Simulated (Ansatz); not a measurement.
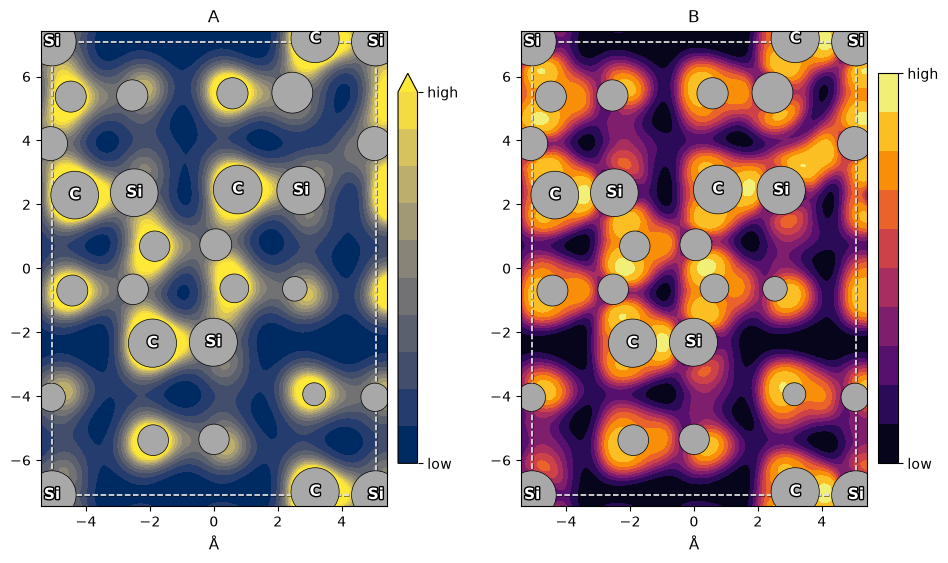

Si$_{28}$C$_{27}$ (cell with a defect): 2 fields on the (110) plane of the calculation cell, with unlabelled colour scales. Grey discs cover the atomic cores.

These are results of DFT PBE, scalar-relativistic, plane waves, PAW (Ansatz), not measurements.

**The panels show electron localisation function and valence pseudo-density in some order. Assign them.**

Panel A: valence pseudo-density. Panel B: electron localisation function. From the grid: Si–C (1.86 Å): ρ is about 0.91 e/Å³ halfway; the ELF peaks at about 0.95 between the atoms: a shared electron pair. Si–C (1.90 Å): ρ at the midpoint is about 0.87 e/Å³; the ELF peaks at about 0.95 between the atoms, as expected for a covalent bond.
